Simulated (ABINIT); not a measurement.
Geometry relaxation, with input and output: BP (part 2 of 2)

BP (2 atoms in the cell); Kohn-Sham DFT of a periodic cell, PBE, PseudoDojo NC SR PBE v0.4.1 standard, no spin polarisation (ABINIT 10.8.3); cutoff 1034.03 eV, 8×8×8 k-mesh, fermi-dirac of 0.05 eV. The structure derives from an entry of the Crystallography Open Database.

Geometry of the input (Å; fractional positions):
```
0.0000  2.2690  2.2690
2.2690  0.0000  2.2690
2.2690  2.2690  0.0000
P  0.7500  0.7500  0.7500
B  0.0000  0.0000  0.0000
```

**Log, continued**
```
 Cartesian components of stress tensor (hartree/bohr^3)
  sigma(1 1)= -1.74632054E-05  sigma(3 2)=  0.00000000E+00
  sigma(2 2)= -1.74632054E-05  sigma(3 1)=  0.00000000E+00
  sigma(3 3)= -1.74632054E-05  sigma(2 1)=  0.00000000E+00

--- !ResultsGS
iteration_state: {dtset: 1, itime: 2, icycle: 1, }
comment   : Summary of ground state results
lattice_vectors:
- [  0.0000000,   4.2923015,   4.2923015, ]
- [  4.2923015,   0.0000000,   4.2923015, ]
- [  4.2923015,   4.2923015,   0.0000000, ]
lattice_lengths: [   6.07023,    6.07023,    6.07023, ]
lattice_angles: [ 60.000,  60.000,  60.000, ] # degrees, (23, 13, 12)
lattice_volume:   1.5816146E+02
convergence: {deltae:  5.329E-15, res2:  7.307E-14, residm:  4.691E-10, diffor: null, }
etotal    :  -9.89678157E+00
entropy   :   0.00000000E+00
fermie    :   2.88506123E-01
cartesian_stress_tensor: # hartree/bohr^3
- [ -1.74632054E-05,   0.00000000E+00,   0.00000000E+00, ]
- [  0.00000000E+00,  -1.74632054E-05,   0.00000000E+00, ]
- [  0.00000000E+00,   0.00000000E+00,  -1.74632054E-05, ]
pressure_GPa:   5.1379E-01
xred      :
- [  7.5000E-01,   7.5000E-01,   7.5000E-01,  P]
- [ -3.4326E-31,  -3.4326E-31,   5.7210E-31,  B]
cartesian_forces: # hartree/bohr
- [ -9.80187007E-31,  -9.80187007E-31,   2.94056102E-30, ]
- [  9.80187007E-31,   9.80187007E-31,  -2.94056102E-30, ]
force_length_stats: {min:   3.25091253E-30, max:   3.25091253E-30, mean:   3.25091253E-30, }
...

 Integrated electronic density in atomic spheres:
 ------------------------------------------------
 Atom  Sphere_radius  Integrated_density
    1        2.00000          2.92349201
    2        2.00000          2.70795523

---OUTPUT-----------------------------------------------------------------------

 Cartesian coordinates (xcart) [bohr]
  6.43845225107946E+00  6.43845225107946E+00  6.43845225107946E+00
  9.82251398571174E-31  9.82251398571174E-31 -2.94675419571352E-30
 Reduced coordinates (xred)
  7.50000000000000E-01  7.50000000000000E-01  7.50000000000000E-01
 -3.43260392497996E-31 -3.43260392497996E-31  5.72100654163327E-31
 Cartesian forces (fcart) [Ha/bohr]; max,rms= 2.94056E-30 1.87692E-30 (free atoms)
 -9.80187007010888E-31 -9.80187007010888E-31  2.94056102103266E-30
  9.80187007010888E-31  9.80187007010888E-31 -2.94056102103266E-30
 Gradient of E wrt nuclear positions in reduced coordinates (gred)
 -8.41451632235746E-30 -8.41451632235746E-30  8.41451632235746E-30
  8.41451632235746E-30  8.41451632235746E-30 -8.41451632235746E-30
 Scale of Primitive Cell (acell) [bohr]
  6.07023099611211E+00  6.07023099611211E+00  6.07023099611211E+00
 Real space primitive translations (rprimd) [bohr]
  0.00000000000000E+00  4.29230150071964E+00  4.29230150071964E+00
  4.29230150071964E+00  0.00000000000000E+00  4.29230150071964E+00
  4.29230150071964E+00  4.29230150071964E+00  0.00000000000000E+00
 Unitary Cell Volume (ucvol) [Bohr^3]=  1.58161456663097E+02
 Angles (23,13,12)= [degrees]
  6.00000000000000E+01  6.00000000000000E+01  6.00000000000000E+01
 Lengths [Bohr]
  6.07023099611211E+00  6.07023099611211E+00  6.07023099611211E+00
 Stress tensor in cartesian coordinates (strten) [Ha/bohr^3]
 -1.74632053762318E-05  0.00000000000000E+00  0.00000000000000E+00
  0.00000000000000E+00 -1.74632053762318E-05  0.00000000000000E+00
  0.00000000000000E+00  0.00000000000000E+00 -1.74632053762326E-05
 Total energy (etotal) [Ha]= -9.89678156944339E+00

 Difference of energy with previous step (new-old):
           Absolute (Ha)=-1.30843E-05
           Relative     =-1.32207E-06

--- Iteration: ( 3/50) Internal Cycle: (1/1)
--------------------------------------------------------------------------------

---SELF-CONSISTENT-FIELD CONVERGENCE--------------------------------------------

--- !BeginCycle
iteration_state: {dtset: 1, itime: 3, icycle: 1, }
solver: {iscf: 7, nstep: 80, nline: 4, wfoptalg: 0, }
tolerances: {tolvrs: 1.00E-12, }
...

     iter   Etot(hartree)      deltaE(h)  residm     vres2
 ETOT  1  -9.8967819298015    -9.897E+00 6.133E-07 4.030E-02
 ETOT  2  -9.8967852609789    -3.331E-06 8.421E-08 5.715E-03
 ETOT  3  -9.8967859026948    -6.417E-07 7.920E-08 3.369E-04
 ETOT  4  -9.8967859303767    -2.768E-08 2.486E-08 2.827E-06
 ETOT  5  -9.8967859304477    -7.099E-11 6.269E-09 1.933E-08
 ETOT  6  -9.8967859304487    -9.592E-13 2.964E-09 3.818E-10
 ETOT  7  -9.8967859304485     1.279E-13 9.052E-10 8.720E-12
 ETOT  8  -9.8967859304486    -5.507E-14 5.100E-10 7.481E-14

 At SCF step    8       vres2   =  7.48E-14 < tolvrs=  1.00E-12 =>converged.

 Cartesian components of stress tensor (hartree/bohr^3)
  sigma(1 1)= -9.32463709E-08  sigma(3 2)=  0.00000000E+00
  sigma(2 2)= -9.32463709E-08  sigma(3 1)=  0.00000000E+00
  sigma(3 3)= -9.32463709E-08  sigma(2 1)=  0.00000000E+00

--- !ResultsGS
iteration_state: {dtset: 1, itime: 3, icycle: 1, }
comment   : Summary of ground state results
lattice_vectors:
- [  0.0000000,   4.2968024,   4.2968024, ]
- [  4.2968024,   0.0000000,   4.2968024, ]
- [  4.2968024,   4.2968024,   0.0000000, ]
lattice_lengths: [   6.07660,    6.07660,    6.07660, ]
lattice_angles: [ 60.000,  60.000,  60.000, ] # degrees, (23, 13, 12)
lattice_volume:   1.5865952E+02
convergence: {deltae: -5.507E-14, res2:  7.481E-14, residm:  5.100E-10, diffor: null, }
etotal    :  -9.89678593E+00
entropy   :   0.00000000E+00
fermie    :   2.87242131E-01
cartesian_stress_tensor: # hartree/bohr^3
- [ -9.32463709E-08,   0.00000000E+00,   0.00000000E+00, ]
- [  0.00000000E+00,  -9.32463709E-08,   0.00000000E+00, ]
- [  0.00000000E+00,   0.00000000E+00,  -9.32463709E-08, ]
pressure_GPa:   2.7434E-03
xred      :
- [  7.5000E-01,   7.5000E-01,   7.5000E-01,  P]
- [ -1.0289E-30,  -1.0289E-30,   1.7148E-30,  B]
cartesian_forces: # hartree/bohr
- [ -4.89580129E-31,  -4.89580129E-31,   1.46874039E-30, ]
- [  4.89580129E-31,   4.89580129E-31,  -1.46874039E-30, ]
force_length_stats: {min:   1.62375359E-30, max:   1.62375359E-30, mean:   1.62375359E-30, }
...

 Integrated electronic density in atomic spheres:
 ------------------------------------------------
 Atom  Sphere_radius  Integrated_density
    1        2.00000          2.92760409
    2        2.00000          2.70779198

---OUTPUT-----------------------------------------------------------------------

 Cartesian coordinates (xcart) [bohr]
  6.44520362731463E+00  6.44520362731463E+00  6.44520362731463E+00
  2.94722819355404E-30  2.94722819355404E-30 -8.84168458066214E-30
 Reduced coordinates (xred)
  7.50000000000000E-01  7.50000000000000E-01  7.50000000000000E-01
 -1.02886794877876E-30 -1.02886794877876E-30  1.71477991463126E-30
 Cartesian forces (fcart) [Ha/bohr]; max,rms= 1.46874E-30 9.37475E-31 (free atoms)
 -4.89580128626402E-31 -4.89580128626402E-31  1.46874038587920E-30
  4.89580128626402E-31  4.89580128626402E-31 -1.46874038587920E-30
 Gradient of E wrt nuclear positions in reduced coordinates (gred)
 -4.20725816117873E-30 -4.20725816117873E-30  4.20725816117873E-30
  4.20725816117873E-30  4.20725816117873E-30 -4.20725816117873E-30
 Scale of Primitive Cell (acell) [bohr]
  6.07659625466975E+00  6.07659625466975E+00  6.07659625466975E+00
 Real space primitive translations (rprimd) [bohr]
  0.00000000000000E+00  4.29680241820975E+00  4.29680241820975E+00
  4.29680241820975E+00  0.00000000000000E+00  4.29680241820975E+00
  4.29680241820975E+00  4.29680241820975E+00  0.00000000000000E+00
 Unitary Cell Volume (ucvol) [Bohr^3]=  1.58659524003659E+02
 Angles (23,13,12)= [degrees]
  6.00000000000000E+01  6.00000000000000E+01  6.00000000000000E+01
 Lengths [Bohr]
  6.07659625466975E+00  6.07659625466975E+00  6.07659625466975E+00
 Stress tensor in cartesian coordinates (strten) [Ha/bohr^3]
 -9.32463709059361E-08  0.00000000000000E+00  0.00000000000000E+00
  0.00000000000000E+00 -9.32463709068035E-08  0.00000000000000E+00
  0.00000000000000E+00  0.00000000000000E+00 -9.32463709068035E-08
 Total energy (etotal) [Ha]= -9.89678593044859E+00

 Difference of energy with previous step (new-old):
           Absolute (Ha)=-4.36101E-06
           Relative     =-4.40649E-07

 At Broyd/MD step   3, gradients are converged :
  max grad (force/stress) = 9.3246E-06 < tolmxf= 2.0000E-05 ha/bohr (free atoms)

================================================================================

 ----iterations are completed or convergence reached----

 Mean square residual over all n,k,spin=   26.697E-13; max=  51.003E-11
 reduced coordinates (array xred) for    2 atoms
       0.750000000000      0.750000000000      0.750000000000
      -0.000000000000     -0.000000000000      0.000000000000
 rms dE/dt=  5.9500E-30; max dE/dt=  8.4145E-30; dE/dt below (all hartree)
    1      -0.000000000000     -0.000000000000      0.000000000000
    2       0.000000000000      0.000000000000      0.000000000000

 cartesian coordinates (angstrom) at end:
    1      3.41065487689043     3.41065487689043     3.41065487689043
    2      0.00000000000000     0.00000000000000    -0.00000000000000

 cartesian forces (hartree/bohr) at end:
    1     -0.00000000000000    -0.00000000000000     0.00000000000000
    2      0.00000000000000     0.00000000000000    -0.00000000000000
 frms,max,avg= 9.3747457E-31 1.4687404E-30   0.000E+00  0.000E+00  0.000E+00 h/b

 cartesian forces (eV/Angstrom) at end:
    1     -0.00000000000000    -0.00000000000000     0.00000000000000
    2      0.00000000000000     0.00000000000000    -0.00000000000000
 frms,max,avg= 4.8206881E-29 7.5525667E-29   0.000E+00  0.000E+00  0.000E+00 e/A
 length scales=  6.076596254670  6.076596254670  6.076596254670 bohr
              =  3.215596255648  3.215596255648  3.215596255648 angstroms
 Fermi (or HOMO) energy (hartree) =   0.28724   Average Vxc (hartree)=  -0.39857
 Eigenvalues (hartree) for nkpt=  29  k points:
 kpt#   1, nband=  8, wtk=  0.00195, kpt=  0.0000  0.0000  0.0000 (reduced coord)
  -0.30173    0.26431    0.26431    0.26431    0.38917    0.38917    0.38917    0.53122
      occupation numbers for kpt#   1
   2.00000    1.99999    1.99999    1.99999    0.00000    0.00000    0.00000    0.00000
 prteigrs : prtvol=0 or 1, do not print more k-points.

--- !EnergyTerms
iteration_state     : {dtset: 1, itime: 3, icycle: 1, }
comment             : Components of total free energy in Hartree
kinetic             :  4.63192390092602E+00
hartree             :  6.33741319192087E-01
xc                  : -3.31817002867590E+00
Ewald energy        : -1.04696104281008E+01
psp_core            :  5.77213398106975E-01
local_psp           : -2.98227915042227E+00
non_local_psp       :  1.03039506081595E+00
internal            : -9.89678592815792E+00
'-kT*entropy'       : -2.29066748110622E-09
total_energy        : -9.89678593044859E+00
total_energy_eV     : -2.69305264547227E+02
band_energy         :  2.13275721985412E-01
...

 Cartesian components of stress tensor (hartree/bohr^3)
  sigma(1 1)= -9.32463709E-08  sigma(3 2)=  0.00000000E+00
  sigma(2 2)= -9.32463709E-08  sigma(3 1)=  0.00000000E+00
  sigma(3 3)= -9.32463709E-08  sigma(2 1)=  0.00000000E+00

-Cartesian components of stress tensor (GPa)         [Pressure=  2.7434E-03 GPa]
- sigma(1 1)= -2.74340295E-03  sigma(3 2)=  0.00000000E+00
- sigma(2 2)= -2.74340295E-03  sigma(3 1)=  0.00000000E+00
- sigma(3 3)= -2.74340295E-03  sigma(2 1)=  0.00000000E+00

== END DATASET(S) ==============================================================
================================================================================

 -outvars: echo values of variables after computation  --------
            acell      6.0765962547E+00  6.0765962547E+00  6.0765962547E+00 Bohr
           etotal     -9.8967859304E+00
            fcart     -4.8958012863E-31 -4.8958012863E-31  1.4687403859E-30
                       4.8958012863E-31  4.8958012863E-31 -1.4687403859E-30
            rprim      0.0000000000E+00  7.0710678119E-01  7.0710678119E-01
                       7.0710678119E-01  0.0000000000E+00  7.0710678119E-01
                       7.0710678119E-01  7.0710678119E-01  0.0000000000E+00
           strten     -9.3246370906E-08 -9.3246370907E-08 -9.3246370907E-08
                       0.0000000000E+00  0.0000000000E+00  0.0000000000E+00
           xangst      3.4106548769E+00  3.4106548769E+00  3.4106548769E+00
                       1.5596059943E-30  1.5596059943E-30 -4.6788179829E-30
             xred      7.5000000000E-01  7.5000000000E-01  7.5000000000E-01
                      -1.0288679488E-30 -1.0288679488E-30  1.7147799146E-30
 Calculation completed.
```

**Trajectory as extended XYZ (Å, eV, eV/Å), 3 frames, from step=0 to step=2**
```
2
Lattice="0.0000 2.2690 2.2690 2.2690 0.0000 2.2690 2.2690 2.2690 0.0000" Properties=species:S:1:pos:R:3:forces:R:3 step=0 energy=-269.30479
P     3.4035    3.4035    3.4035    0.0000   0.0000   0.0000
B     0.0000    0.0000    0.0000    0.0000   0.0000   0.0000
2
Lattice="0.0000 2.2714 2.2714 2.2714 0.0000 2.2714 2.2714 2.2714 0.0000" Properties=species:S:1:pos:R:3:forces:R:3 step=1 energy=-269.30515
P     3.4071    3.4071    3.4071    0.0000   0.0000   0.0000
B     0.0000    0.0000    0.0000    0.0000   0.0000   0.0000
2
Lattice="0.0000 2.2738 2.2738 2.2738 0.0000 2.2738 2.2738 2.2738 0.0000" Properties=species:S:1:pos:R:3:forces:R:3 step=2 energy=-269.30527
P     3.4107    3.4107    3.4107    0.0000   0.0000   0.0000
B     0.0000    0.0000    0.0000    0.0000   0.0000   0.0000
```

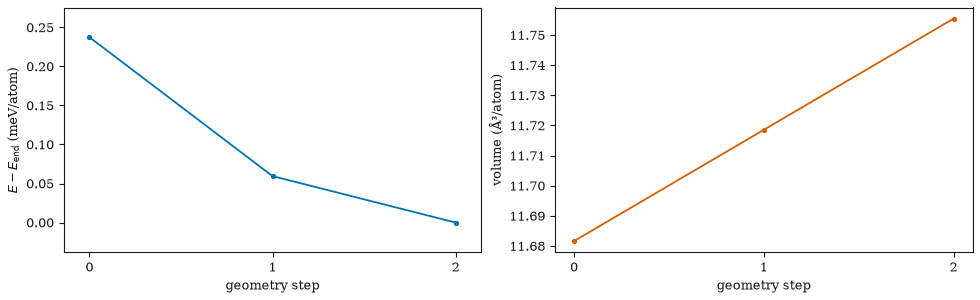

*Progress of the relaxation, step by step (steps are counted from 0).*

Over 2 geometry steps the energy falls by 0.2 meV per atom. All forces vanish by symmetry, so only the cell relaxes. The atoms keep their places relative to the cell (all moves are under 0.005 Å). Cell: a = b = c 4.538 → 4.548 Å (+0.2 %). Volume +0.6 %. Among the contacts that change: P1–B2 1.965 → 1.969 Å. The space group stays F-43m (No. 216). (Atoms are counted from 1 in the order of the input.)

**Key numbers**

| quantity | value |
| --- | --- |
| outcome | converged |
| space group (tolerance 0.01 Å) | F-43m (216) |
| electrons treated | 8 |
| free energy | −269.3053 eV |
| Fermi energy | 7.816 eV |
| gap on the k-point mesh | 1.29 eV |
| pressure | 0.00 GPa |
| final volume | 23.51 Å³ |
| largest force (length of the vector) at the end | under 0.001 eV/Å |
| final cell | a = 3.216 Å, b = 3.216 Å, c = 3.216 Å, α = 60.00°, β = 60.00°, γ = 60.00° |
| hardware | 1 thread of Intel Xeon @ 2.70GHz, 189 GiB of memory available, shared host |
| wall time | 43 s |
| peak memory | 0.08 GiB |
